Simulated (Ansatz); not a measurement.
# Two runs on WSe2

System: WSe2 (P-6m2, 9 atoms in the cell).
Method of the first run: DFT PBEsol, scalar-relativistic, plane waves, PAW, no spin polarisation (Ansatz 0.2.0).

The structure derives from a Materials Project entry. Text and figures count atoms from 1; the logs count them from 0 in places.

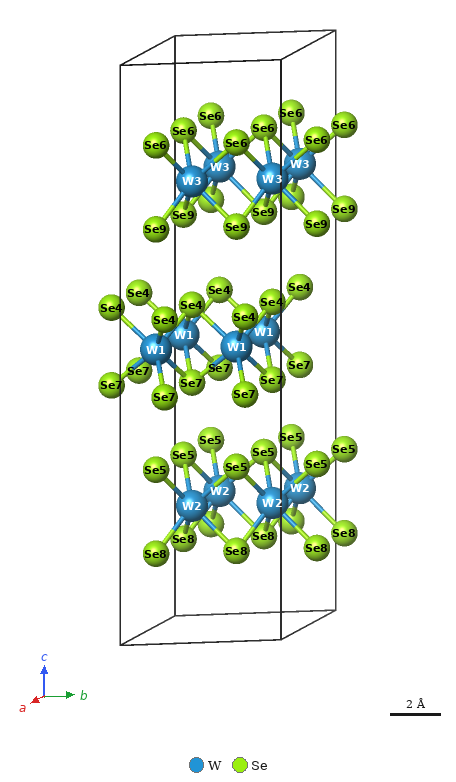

**Figure 1.** The structure (ball-and-stick view of the 2 × 2 repeat of the cell, with the vacuum cut short, seen slightly off an axis; bonded neighbours outside the cell are drawn too; atoms are numbered from 1 in the order of the input). An atom can appear more than once, as a periodic image.

Input, the first run:
```yaml
crystal:
  lattice:
    - [3.2709028869, 0.0, 0.0]
    - [-1.6354514434, 2.8326849934, 0.0]
    - [0.0, 0.0, 29.1847510368]
  atoms:
    - { symbol: W, position: [0.6666666667, 0.3333333333, 0.0] }
    - { symbol: W, position: [0.3333333333, 0.6666666667, 0.7734491541] }
    - { symbol: W, position: [0.3333333333, 0.6666666667, 0.2265508459] }
    - { symbol: Se, position: [0.3333333333, 0.6666666667, 0.0542851654] }
    - { symbol: Se, position: [0.6666666667, 0.3333333333, 0.8321842324] }
    - { symbol: Se, position: [0.6666666667, 0.3333333333, 0.2851570486] }
    - { symbol: Se, position: [0.3333333333, 0.6666666667, 0.9457148346] }
    - { symbol: Se, position: [0.6666666667, 0.3333333333, 0.7148429514] }
    - { symbol: Se, position: [0.6666666667, 0.3333333333, 0.1678157676] }
basis:
  ecutwfc: 420
kpoints:
  mp_grid: { grid: [12, 12, 1] }
hamiltonian:
  xc: pbesol
scf:
  occupations: { method: gaussian, width: 0.05 }
output:
  forces: true
  stress: true
  eigenvalues: true
```

Command:
```bash
ansatz run input.yaml --threads 2 --pin off --max-ram 5120MiB --backend cpu --events-out ev --progress --plain --runs-dir out
```

Hardware: 2 threads of Arm Neoverse V1, 24 GiB of memory available, shared host.

Output, shortened to warnings, some set-up lines, iterations and results (the first run):
```
Basis set: ecut = 420 eV, 5413 PW (Γ), exchange–correlation on 48×48×400 points (8 copies of the dense FFT grid, shifted against one another)
Symmetry: 12 space group operations
k-points: 19 of 144 (time reversal used)
Initial density: superposition of atomic densities (neutral atoms: chi_scale 0, normalization atom), corrected by the library's trained network
[...]
SCF iter   1: F=—  HF=-63320.058484 eV  |F-HF|=—  |Δ(HF+E_count)|=         —  Δρ=4.40e-3  dr2=1.31e-1  ethr=1.77e-3  ⟨swp⟩=7.7  Hψ=6092  notcnv=0  defer=11
SCF iter   2: F=—  HF=-63320.052080 eV  |F-HF|=—  |Δ(HF+E_count)|=   6.40e-3  Δρ=2.57e-3  dr2=3.57e-2  ethr=9.53e-5  ⟨swp⟩=2.1  Hψ=2462  notcnv=0  defer=108
SCF iter   3: F=—  HF=-63320.050954 eV  |F-HF|=—  |Δ(HF+E_count)|=   1.13e-3  Δρ=1.58e-3  dr2=3.85e-3  ethr=2.59e-5  ⟨swp⟩=2.1  Hψ=1877  notcnv=0  defer=70
SCF iter   4: F=—  HF=-63320.052923 eV  |F-HF|=—  |Δ(HF+E_count)|=   1.97e-3  Δρ=4.17e-4  dr2=1.01e-3  ethr=2.79e-6  ⟨swp⟩=2.6  Hψ=1906  notcnv=0  defer=70
SCF iter   5: F=—  HF=-63320.052938 eV  |F-HF|=—  |Δ(HF+E_count)|=   1.50e-5  Δρ=1.10e-4  dr2=7.79e-5  ethr=7.31e-7  ⟨swp⟩=2.0  Hψ=1955  notcnv=0  defer=70
SCF iter   6: F=—  HF=-63320.052674 eV  |F-HF|=—  |Δ(HF+E_count)|=   2.64e-4  Δρ=5.60e-5  dr2=2.00e-5  ethr=5.65e-8  ⟨swp⟩=2.4  Hψ=1992  notcnv=0  defer=70
SCF iter   7: F=—  HF=-63320.052677 eV  |F-HF|=—  |Δ(HF+E_count)|=   2.64e-6  Δρ=2.61e-5  dr2=4.09e-6  ethr=1.45e-8  ⟨swp⟩=2.0  Hψ=1924  notcnv=0  defer=70
SCF iter   8: F=—  HF=-63320.052677 eV  |F-HF|=—  |Δ(HF+E_count)|=   4.38e-7  Δρ=1.11e-5  dr2=7.65e-7  ethr=2.97e-9  ⟨swp⟩=2.3  Hψ=2064  notcnv=0  defer=70
SCF iter   9: F=-63320.052677 eV  HF=-63320.052677 eV  |F-HF|=4.59e-8  |Δ(HF+E_count)|=   2.06e-7  Δρ=3.39e-6  dr2=7.73e-8  ethr=7.25e-11  ⟨swp⟩=10.1  Hψ=7596  notcnv=0
SCF 1 converged in 9 iterations: F = -63320.052677 eV  dr2 = 7.73e-8
SCF converged after 9 iterations
Free energy (F): -63320.052677 eV
Harris-Foulkes:  -63320.052677 eV  (|F-HF|=4.59e-8)
Internal energy: -63320.052677 eV  (E = F + TS)
E sigma→0 (E₀):  -63320.052677 eV
Fermi energy:    7.494245 eV
--- Per-component energies (eV) ---
  E_band       = -3339.239892
  E_kinetic    = 2071.229157
  E_local      = -120073.091923  (includes V_loc(G=0)·N_el)
  E_nonlocal   = -3543.095876
  E_hartree    = 59296.488148
  E_xc         = -1419.544486
  E_vxc        = -1309.573974  (∫ρ·V_xc dr)
  E_paw        = -36516.922769  (= ΣΔE_a)
  E_vpaw       = 922.405191  (= ΣTr[D̂ρ^β])
  E_aug_tail   = -0.003818  (compensation charges beyond the density's cutoff)
  E_ewald      = 36858.172811
  E_core_change = 6.716079  (= ΣΔE_core)
  E_smearing   = -0.000000  (= −TS)
  E_closure    = -0.000000  (closes the sum)
  Σ components = -63320.052677   (vs F -63320.052677, Δ=0.00e0)
--- Forces (eV/Å), atoms counted from 1 ---
  atom   1  W      0.00000000    -0.00000000     0.00000000
  atom   2  W     -0.00000000     0.00000000     0.01549670
  atom   3  W     -0.00000000     0.00000000    -0.01549670
  atom   4  Se    -0.00000000     0.00000000     1.79696731
  atom   5  Se     0.00000000    -0.00000000    -0.65836700
  atom   6  Se     0.00000000    -0.00000000    -0.65065249
  atom   7  Se    -0.00000000     0.00000000    -1.79696731
  atom   8  Se     0.00000000    -0.00000000     0.65065249
  atom   9  Se     0.00000000    -0.00000000     0.65836700
  max |Σ_I F_I| component: 1.11e-16 eV/Å
--- Stress (GPa, compression-positive) ---
        0.381515       0.000000      -0.000000
        0.000000       0.381515       0.000000
       -0.000000       0.000000       0.656535
  P = ⅓ Tr σ = 0.4732 GPa (4.732 kbar)
```

The input of the second run differs as follows (lines with − go, lines with + come):
```diff
-    - { symbol: W, position: [0.3333333333, 0.6666666667, 0.7734491541] }
-    - { symbol: W, position: [0.3333333333, 0.6666666667, 0.2265508459] }
-    - { symbol: Se, position: [0.3333333333, 0.6666666667, 0.0542851654] }
-    - { symbol: Se, position: [0.6666666667, 0.3333333333, 0.8321842324] }
-    - { symbol: Se, position: [0.6666666667, 0.3333333333, 0.2851570486] }
-    - { symbol: Se, position: [0.3333333333, 0.6666666667, 0.9457148346] }
-    - { symbol: Se, position: [0.6666666667, 0.3333333333, 0.7148429514] }
-    - { symbol: Se, position: [0.6666666667, 0.3333333333, 0.1678157676] }
+    - { symbol: W, position: [0.3333333333, 0.6666666667, 0.7734841642] }
+    - { symbol: W, position: [0.3333333333, 0.6666666667, 0.2265158358] }
+    - { symbol: Se, position: [0.3333333333, 0.6666666667, 0.0614807039] }
+    - { symbol: Se, position: [0.6666666667, 0.3333333333, 0.829048396] }
+    - { symbol: Se, position: [0.6666666667, 0.3333333333, 0.2820703018] }
+    - { symbol: Se, position: [0.3333333333, 0.6666666667, 0.9385192961] }
+    - { symbol: Se, position: [0.6666666667, 0.3333333333, 0.7179296982] }
+    - { symbol: Se, position: [0.6666666667, 0.3333333333, 0.170951604] }
```

What does this change do to the results?

With the same functional and potentials, the second run lies 13.6 meV per atom higher. The gap on the mesh goes from 1.07 to 1.11 eV. The pressure goes from 0.47 to 0.13 GPa. The number of SCF iterations is the same.

Output, shortened to warnings, some set-up lines, iterations and results (the second run):
```
Basis set: ecut = 420 eV, 5413 PW (Γ), exchange–correlation on 48×48×400 points (8 copies of the dense FFT grid, shifted against one another)
Symmetry: 12 space group operations
k-points: 19 of 144 (time reversal used)
Initial density: superposition of atomic densities (neutral atoms: chi_scale 0, normalization atom), corrected by the library's trained network
[...]
SCF iter   1: F=—  HF=-63319.929701 eV  |F-HF|=—  |Δ(HF+E_count)|=         —  Δρ=4.33e-3  dr2=5.87e-2  ethr=1.77e-3  ⟨swp⟩=7.8  Hψ=6185  notcnv=0  defer=5
SCF iter   2: F=—  HF=-63319.927481 eV  |F-HF|=—  |Δ(HF+E_count)|=   2.22e-3  Δρ=2.32e-3  dr2=1.24e-2  ethr=4.25e-5  ⟨swp⟩=2.5  Hψ=3000  notcnv=0  defer=101
SCF iter   3: F=—  HF=-63319.929171 eV  |F-HF|=—  |Δ(HF+E_count)|=   1.69e-3  Δρ=1.34e-3  dr2=2.79e-3  ethr=8.99e-6  ⟨swp⟩=2.1  Hψ=1784  notcnv=0  defer=63
SCF iter   4: F=—  HF=-63319.930479 eV  |F-HF|=—  |Δ(HF+E_count)|=   1.31e-3  Δρ=6.11e-4  dr2=9.88e-4  ethr=2.02e-6  ⟨swp⟩=2.0  Hψ=1832  notcnv=0  defer=63
SCF iter   5: F=—  HF=-63319.930656 eV  |F-HF|=—  |Δ(HF+E_count)|=   1.77e-4  Δρ=1.38e-4  dr2=6.52e-5  ethr=7.16e-7  ⟨swp⟩=2.0  Hψ=1999  notcnv=0  defer=63
SCF iter   6: F=—  HF=-63319.930428 eV  |F-HF|=—  |Δ(HF+E_count)|=   2.28e-4  Δρ=4.14e-5  dr2=1.43e-5  ethr=4.73e-8  ⟨swp⟩=2.5  Hψ=2745  notcnv=0  defer=66
SCF iter   7: F=—  HF=-63319.930430 eV  |F-HF|=—  |Δ(HF+E_count)|=   2.81e-6  Δρ=1.81e-5  dr2=3.40e-6  ethr=1.03e-8  ⟨swp⟩=2.0  Hψ=1888  notcnv=0  defer=66
SCF iter   8: F=—  HF=-63319.930431 eV  |F-HF|=—  |Δ(HF+E_count)|=   4.88e-7  Δρ=1.18e-5  dr2=1.04e-6  ethr=2.46e-9  ⟨swp⟩=2.4  Hψ=1913  notcnv=0  defer=66
SCF iter   9: F=-63319.930431 eV  HF=-63319.930431 eV  |F-HF|=5.34e-8  |Δ(HF+E_count)|=   2.27e-7  Δρ=3.62e-6  dr2=7.95e-8  ethr=7.25e-11  ⟨swp⟩=9.9  Hψ=7381  notcnv=0
SCF 1 converged in 9 iterations: F = -63319.930431 eV  dr2 = 7.95e-8
SCF converged after 9 iterations
Free energy (F): -63319.930431 eV
Harris-Foulkes:  -63319.930431 eV  (|F-HF|=5.34e-8)
Internal energy: -63319.930431 eV  (E = F + TS)
E sigma→0 (E₀):  -63319.930431 eV
Fermi energy:    7.475966 eV
--- Per-component energies (eV) ---
  E_band       = -3337.770419
  E_kinetic    = 2070.193949
  E_local      = -119847.706077  (includes V_loc(G=0)·N_el)
  E_nonlocal   = -3542.988678
  E_hartree    = 59184.818794
  E_xc         = -1419.161172
  E_vxc        = -1309.087924  (∫ρ·V_xc dr)
  E_paw        = -36516.974419  (= ΣΔE_a)
  E_vpaw       = 922.242135  (= ΣTr[D̂ρ^β])
  E_aug_tail   = -0.003789  (compensation charges beyond the density's cutoff)
  E_ewald      = 36745.174882
  E_core_change = 6.716079  (= ΣΔE_core)
  E_smearing   = -0.000000  (= −TS)
  E_closure    = 0.000000  (closes the sum)
  Σ components = -63319.930431   (vs F -63319.930431, Δ=0.00e0)
--- Forces (eV/Å), atoms counted from 1 ---
  atom   1  W      0.00000000    -0.00000000     0.00000000
  atom   2  W     -0.00000000     0.00000000    -0.02870154
  atom   3  W     -0.00000000     0.00000000     0.02870154
  atom   4  Se    -0.00000000     0.00000000    -1.81165539
  atom   5  Se     0.00000000    -0.00000000     0.99481422
  atom   6  Se     0.00000000    -0.00000000     0.97560547
  atom   7  Se    -0.00000000     0.00000000     1.81165539
  atom   8  Se     0.00000000    -0.00000000    -0.97560547
  atom   9  Se     0.00000000    -0.00000000    -0.99481422
  max |Σ_I F_I| component: 1.11e-16 eV/Å
--- Stress (GPa, compression-positive) ---
        0.185248       0.000000       0.000000
        0.000000       0.185248      -0.000000
        0.000000      -0.000000       0.008488
  P = ⅓ Tr σ = 0.1263 GPa (1.263 kbar)
```

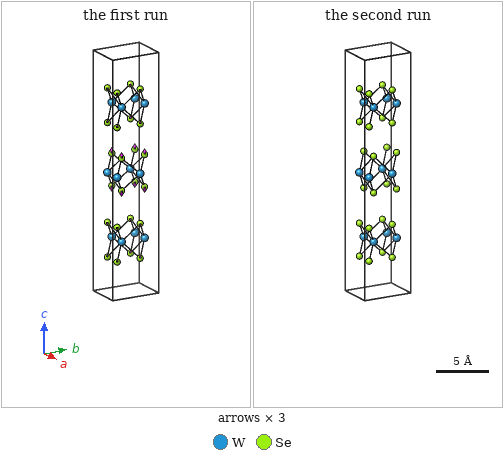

**Figure 2.** The two input geometries at one scale (ball-and-stick view of the 2 × 2 repeat of the cell, with the vacuum cut short, seen slightly off an axis). The pink arrows on the first give the shifts of the atoms relative to the cell, magnified 3 times. The largest moves, 0.21 Å, are those of Se atoms. W stays in place. The cell doesn't change. Among the contacts that change: Se–W 2.465 → 2.605 Å, Se–W 2.548 → 2.489 Å.

The two runs side by side:

| quantity | the first run | the second run |
| --- | --- | --- |
| outcome | converged | converged |
| free energy per atom (eV) | −7035.5614 | −7035.5478 |
| gap on the mesh (eV) | 1.07 | 1.11 |
| pressure (GPa) | 0.47 | 0.13 |
| largest force (eV/Å) | 1.797 | 1.812 |
| SCF iterations | 9 | 9 |
| irreducible k-points | 19 | 19 |
| plane waves at Γ | 5413 | 5413 |
| wall time (shared host) | 21 s | 21 s |

For both runs: Spin–orbit coupling is left out, which matters for W.
